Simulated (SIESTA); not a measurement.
## MgS: 7 runs along one coordinate

System: MgS (2 atoms in the cell).
Method: Kohn-Sham DFT of a periodic cell, PBE, PseudoDojo 0.4 standard, converted to PSML, no spin polarisation (SIESTA 5.4.2).

The 7 runs differ only in the geometry, by an even scaling of the cell at fixed fractional positions. The structure derives from an entry of the Crystallography Open Database.

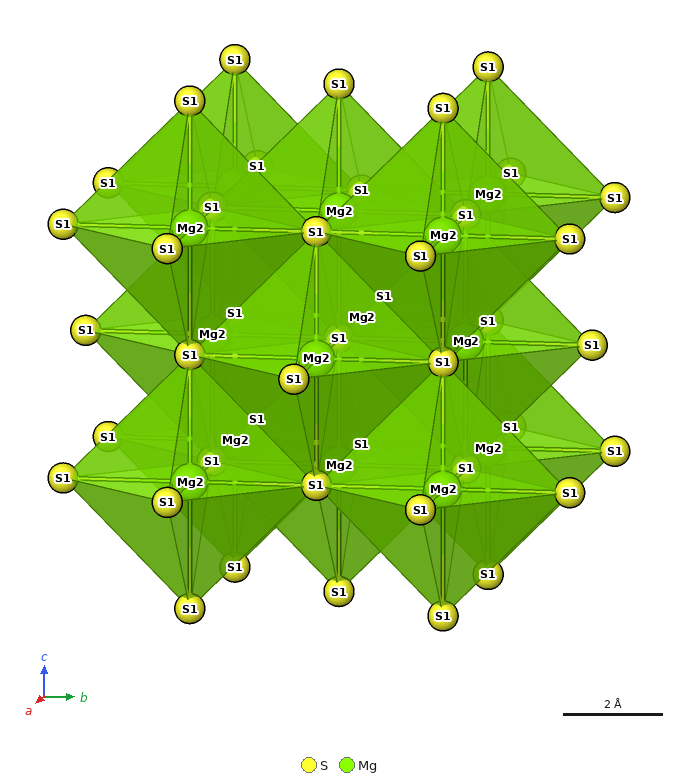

Figure 1. The structure of run 4 (polyhedral view of the cell 4 times as large as that of the calculation, set on its symmetry axes, seen slightly off an axis; polyhedra are completed across the faces of the cell; atoms are numbered from 1 in the order of the input). An atom can appear more than once, as a periodic image.

### Input of run 4
```
SystemName                      Niningerite
SystemLabel                     MgS
NumberOfSpecies                 2
NumberOfAtoms                   2
%block ChemicalSpeciesLabel
  1  16 S
  2  12 Mg
%endblock ChemicalSpeciesLabel

LatticeConstant                 1.0 Ang
%block LatticeVectors
     0.0000000000     2.6016500000     2.6016500000
     2.6016500000     0.0000000000     2.6016500000
     2.6016500000     2.6016500000     0.0000000000
%endblock LatticeVectors
AtomicCoordinatesFormat         Ang
%block AtomicCoordinatesAndAtomicSpecies
     2.6016500000     2.6016500000     2.6016500000  1
     0.0000000000     0.0000000000     0.0000000000  2
%endblock AtomicCoordinatesAndAtomicSpecies

%block kgrid.MonkhorstPack
    9   0   0  0.0
    0   9   0  0.0
    0   0   9  0.0
%endblock kgrid.MonkhorstPack
XC.Functional                   GGA
XC.Authors                      PBE
PAO.BasisSize                   DZP
PAO.EnergyShift                 0.003 Ry
Mesh.Cutoff                     800 Ry
OccupationFunction              FD
ElectronicTemperature           0.05 eV
MaxSCFIterations                120
SCF.MustConverge                false
SCF.Mixer.Method                Pulay
SCF.Mixer.Weight                0.25
SCF.Mixer.History               8
SCF.DM.Tolerance                5.0e-05
SCF.H.Tolerance                 1.0e-03 eV
WriteForces                     true
Charge.Mulliken                 end
%block PAO.Basis
  Mg 4
  n=2 0 2
    2.604 0.000
  n=3 0 2
    8.245 0.000
  n=2 1 2
    2.943 0.000
  n=3 1 1
    8.245
%endblock PAO.Basis
```

Command:
```bash
siesta < MgS.fdf > MgS.out 2>&1
```

Lattice vectors (Å) and fractional positions of run 4:
```
   0.000000    2.601650    2.601650
   2.601650    0.000000    2.601650
   2.601650    2.601650    0.000000
S   0.500000  0.500000  0.500000
Mg  0.000000  0.000000  0.000000
```

Run 2 differs from it as follows:
```diff
-     0.0000000000     2.6016500000     2.6016500000
-     2.6016500000     0.0000000000     2.6016500000
-     2.6016500000     2.6016500000     0.0000000000
+     0.0000000000     2.5664882573     2.5664882573
+     2.5664882573     0.0000000000     2.5664882573
+     2.5664882573     2.5664882573     0.0000000000
-     2.6016500000     2.6016500000     2.6016500000  1
+     2.5664882573     2.5664882573     2.5664882573  1
```

### Results, with one run withheld

```csv
run,volume per atom (Å³),"free energy per atom, from the lowest run given (meV)",pressure (GPa),gap on the mesh (eV)
1,16.553,48.87,9.37,2.96
2,16.905,?,?,?
3,17.257,17.12,5.16,2.89
4,17.609,7.82,3.35,2.85
5,17.962,2.21,1.77,2.81
6,18.314,0.00,0.28,2.77
7,18.666,0.93,−1.12,2.73
```

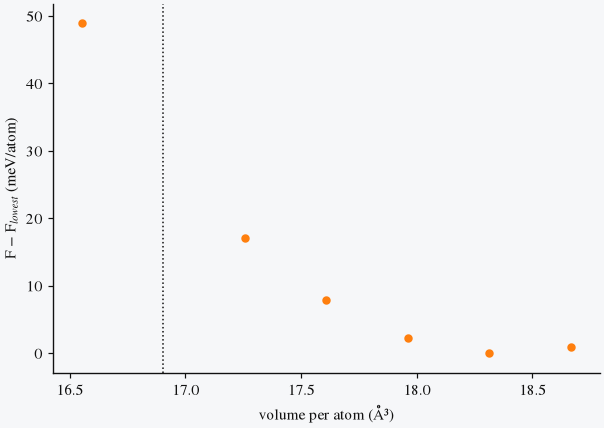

Figure 2. Free energy per atom of the runs given; the dotted line marks run 2.

What should run 2 give?

A cubic polynomial in V^(−2/3) (the Birch–Murnaghan form), fitted to the 6 runs given, misses them by at most 0.03 meV per atom. With x = V^(−2/3) − 0.14722 Å⁻², it reads F = 5.9469 + 3282.9 x + 4.5309e+05 x² + 6.048e+05 x³ (meV per atom). At run 2 it gives 30.68 meV per atom, and the run itself gives 30.65. The slope of the fit gives a pressure −dF/dV of 7.18 GPa there, and the run prints 7.22 GPa. The fit has its minimum at 18.382 Å³ per atom, where V d²F/dV² gives 71.3 GPa: the bulk modulus at this level, since symmetry fixes the shape and the positions. The gap on the mesh goes, without turning, from 2.96 eV in run 1 to 2.73 eV in run 7; run 2 has 2.93 eV. These are gaps of this functional on this mesh, which can miss the band edges; they aren't the measured gap.

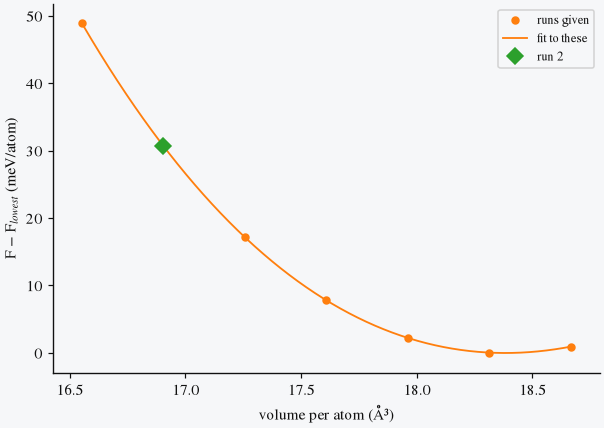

Figure 3. The fit and the withheld run.

### Some lines of the output (run 2)
```
[...]
outcell: Cell volume (Ang**3)        :     33.8102
stepf: Fermi-Dirac step function
siesta: Etot    =     -1918.399089
siesta: FreeEng =     -1918.399089
        iscf     Eharris(eV)        E_KS(eV)     FreeEng(eV)     dDmax    Ef(eV) dHmax(eV)
siesta: E_KS(eV) =            -1918.8090
siesta: E_KS - E_eggbox =     -1918.8090
siesta: Etot    =     -1918.809049
siesta: FreeEng =     -1918.809049
siesta:         Fermi =      -4.545708
siesta: Cell volume =         33.810208 Ang**3
    Orbital volume contribution        =           1.628222 eV
```

Notes: Points of doubt noted for this run: mulliken charges of long orbitals. With a small basis of atomic orbitals these values can differ much from converged plane-wave results.
